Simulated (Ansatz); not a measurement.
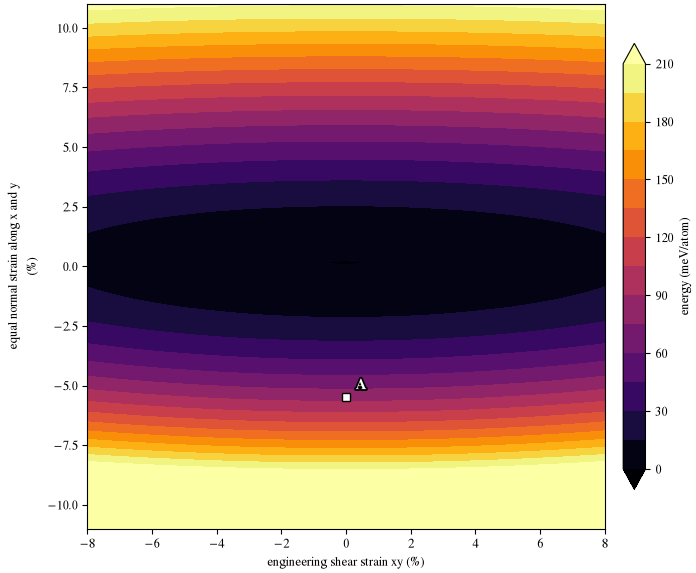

SnO (Pmn2_1, No. 31; 4 atoms in the cell). The energy is mapped over two homogeneous strains (x along [1 0 0], y along [0 1 0], z along [0 0 1] of the conventional cell). Coordinates scanned: (1) engineering shear strain xy; (2) equal normal strain along x and y. Nothing is relaxed (fractional coordinates fixed). The grid has 5 × 5 points; 15 points were computed and 10 follow by symmetry. Points are written as (first, second). Energies are in meV/atom, from the lowest grid point. Method: Ansatz, DFT PBE+D3(BJ), scalar-relativistic, plane waves, PAW. Settings: cutoff 520 eV, k-mesh 8×6×8 in the order of the run's cell vectors, gaussian smearing 0.05 eV, no spin polarisation.

In the figure: filled contours, one colour for all values above the top of the scale, the point A. Between grid points the surface is interpolated.

Question: Which way does the force act at A, and how strong is it?

Answer: A, at (0 %, −5.5 %), is not a stationary point. The computed force is nearly zero along engineering shear strain xy and 33 meV/atom for each 1 % towards larger values of the second coordinate.

PAW datasets: the set soft_1.
